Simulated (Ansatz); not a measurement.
# V3O5: what the fields show

Input

```
crystal:
  lattice:
    - [5.0163170917, -2.48417931, 0.0]
    - [5.0163170917, 2.48417931, 0.0]
    - [-2.6465527487, 0.0, 6.4846425363]
  atoms:
    - { symbol: V, position: [0.0, 0.0, 0.5], spin: 1.43 }
    - { symbol: V, position: [0.3753592781, 0.3656874264, 0.279457945], spin: 1.43 }
    - { symbol: V, position: [0.6343125736, 0.6246407219, 0.220542055], spin: 1.43 }
    - { symbol: V, position: [0.0, 0.0, 0.0], spin: 1.43 }
    - { symbol: V, position: [0.3656874264, 0.3753592781, 0.779457945], spin: 1.43 }
    - { symbol: V, position: [0.6246407219, 0.6343125736, 0.720542055], spin: 1.43 }
    - { symbol: O, position: [0.1946719068, 0.8053280932, 0.25] }
    - { symbol: O, position: [0.8053280932, 0.1946719068, 0.75] }
    - { symbol: O, position: [0.6575601254, 0.9555622835, 0.3372095941] }
    - { symbol: O, position: [0.9555622835, 0.6575601254, 0.8372095941] }
    - { symbol: O, position: [0.3424398746, 0.0444377165, 0.6627904059] }
    - { symbol: O, position: [0.0444377165, 0.3424398746, 0.1627904059] }
    - { symbol: O, position: [0.5773866068, 0.2605196165, 0.0553407634] }
    - { symbol: O, position: [0.2605196165, 0.5773866068, 0.5553407634] }
    - { symbol: O, position: [0.4226133932, 0.7394803835, 0.9446592366] }
    - { symbol: O, position: [0.7394803835, 0.4226133932, 0.4446592366] }
basis:
  ecutwfc: 500
kpoints:
  mp_grid: { grid: [8, 8, 6] }
hamiltonian:
  xc: r2scan
scf:
  occupations: { method: gaussian, width: 0.1 }
output:
  forces: true
  stress: true
  eigenvalues: true
  populations: true
  write_density: true
  write_potential: true
  elf: true
  volumetric_format: npy
magnetization:
  spin_polarized: true
relax:
  adjacent_minimum: "off"
  f_tol: 0.01
  max_steps: 80
  cell: { stress_tol: 0.05 }
```

Command:

```sh
ansatz run input.yaml --threads 4 --pin off --max-ram 10240MiB --backend cpu --events-out ev --progress --plain --runs-dir out
```

Below, planes, directions and counts refer to the conventional cell (a = 10.03 Å, b = 4.97 Å, c = 7.00 Å, α = 90.00°, β = 112.21°, γ = 90.00°).

The fields are those of the run's last geometry, not of the input's.

Space group C2/c; a structure from a database of computed crystals, not necessarily the ambient phase; started from the database_9 prototype, which need not be the ambient phase; spin-polarised.

Method: Ansatz, DFT r2SCAN, scalar-relativistic, plane waves, PAW.

The density is the valence pseudo-density of a PAW calculation; it isn't the true density close to the nuclei.

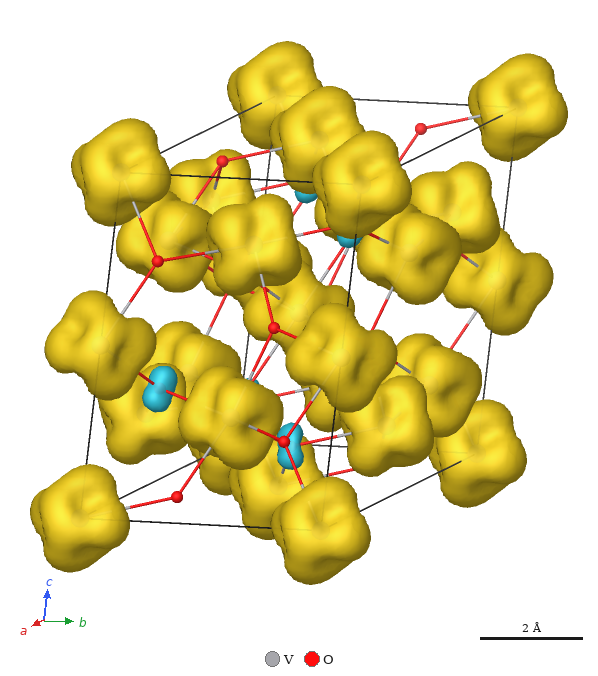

Figure 1. Isosurfaces of the magnetisation density (up minus down) at +0.1 (yellow) and −0.1 e/Å³ (cyan), seen slightly off an axis. Sticks mark near contacts.

Question: Describe the spin distribution.

Answer: The spin density sits on V: +1.4 μB (×4) and +1.2 μB (×8) in one cell of 32 atoms, with smaller moments on O (up to −0.08 μB): parallel main moments (a ferromagnetic arrangement) in this solution. The cell of the calculation (16 atoms) carries 10.0 μB of net spin moment.

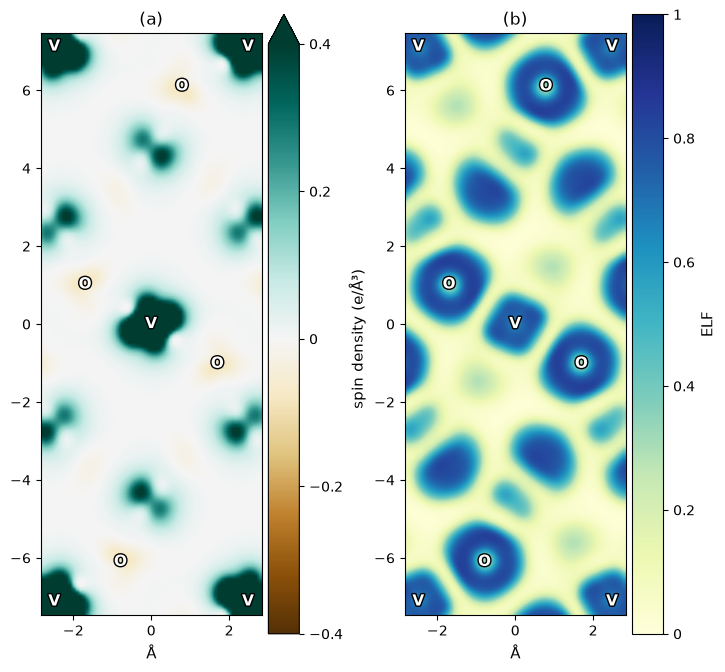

Figure 2. (a) spin density (up minus down); (b) electron localisation function on the (101) plane of the conventional cell.

Question: Describe what can be read from this map.

Answer: The section cuts through V and O sites. Atoms just off the plane (V, 0.7 Å away and O, 0.7 Å away) can leave unmarked features too. V–O (1.98 Å): the ELF peaks at about 0.85 in the valence shell of O, 0.6 Å from its nucleus, and is about 0.15 at the midpoint; no localised pair shows between them. The features right at V lie inside the PAW spheres, where the map follows smoothed inner orbitals and isn't to be read closely.

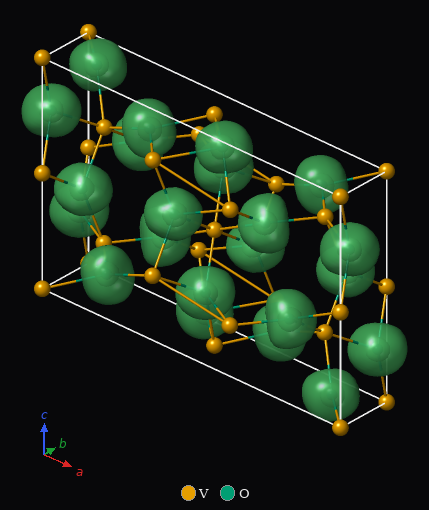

Figure 3. Isosurface of the ELF at 0.7 (green), seen slightly off an axis. Core shells and regions of very low density are left out. Sticks mark near contacts.

Question: Describe the localisation domains.

Answer: At this value the surface marks out 20 regions wrapped around O (the valence shell of each), counted in one cell of 32 atoms. Any copies at cell faces, edges or corners count once.


V–O (1.82 Å): the ELF peaks at about 0.85 in the valence shell of O, 0.6 Å from its nucleus, and is about 0.20 at the midpoint: no shared electron pair shows on this line. V–V (2.78 Å): the ELF is about 0.10 at the midpoint; no shared electron pair shows on this line.

Question: Does the calculation give a band gap?

Answer: It is gapless in this calculation (a metal or semimetal); semilocal functionals without U, or without the true magnetic order, often close the gap of such compounds.
